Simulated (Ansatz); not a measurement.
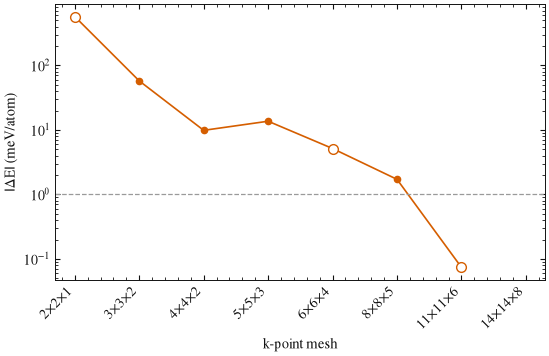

One cell, run at 8 values of the k-point mesh.
- system: Y (P6_3/mmc, 2 atoms in the cell)
- method: DFT, r2SCAN, plane waves (500 eV) with PAW, scalar-relativistic (Ansatz); Fermi–Dirac smearing of 0.1 eV
ΔE is the free energy less its value at the densest setting, 14×14×8.
Dashed lines or grey bands mark the tolerance: 1 meV/atom.
On logarithmic panels, open markers lie below the reference value and filled ones above.

> From which setting is the free energy converged to 1 meV/atom?

The free energy is within 1 meV/atom of the densest setting's value from 11×11×6 on. It is off by 570 meV/atom at 2×2×1, 14 meV/atom at 5×5×3 and 1.7 meV/atom at 8×8×5 (on both sides of it).
